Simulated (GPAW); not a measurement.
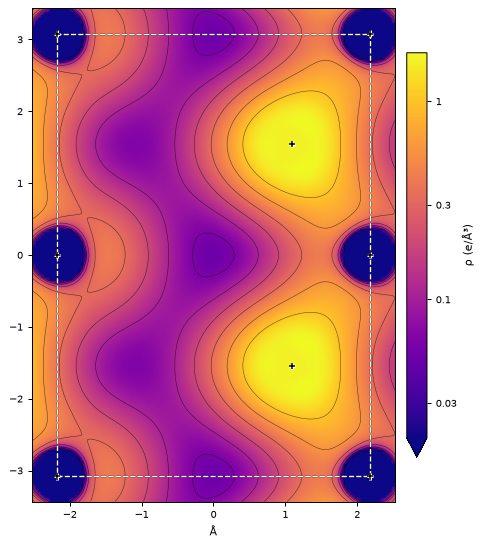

The valence electron density on a plane through atoms (crosses mark nuclei in the plane).

All numbers below come from Kohn-Sham DFT of a periodic cell, PBE, GPAW PAW data sets (gpaw-data 1.2.1) in GPAW.

Candidates:
A. SiC, a = 4.36 Å, b = 4.36 Å, c = 4.36 Å, α = 90.00°, β = 90.00°, γ = 90.00°. Space group F-43m; computed pressure about 5 GPa in this cell.
B. C, a = 2.52 Å, b = 2.52 Å, c = 4.12 Å, α = 90.00°, β = 90.00°, γ = 120.00°. Space group P6₃/mmc; computed pressure about 3 GPa in this cell.
C. CoO, a = 3.20 Å, b = 3.20 Å, c = 7.70 Å, α = 90.00°, β = 90.00°, γ = 120.00°. Space group R3m; a structure from a database of computed crystals, not necessarily the ambient phase; spin-polarised.

### Which system is this?

Candidate A: SiC on the (101) plane of the conventional cell, which holds Si and C. Si–C (1.89 Å): the density is about 0.89 e/Å³ at the midpoint.
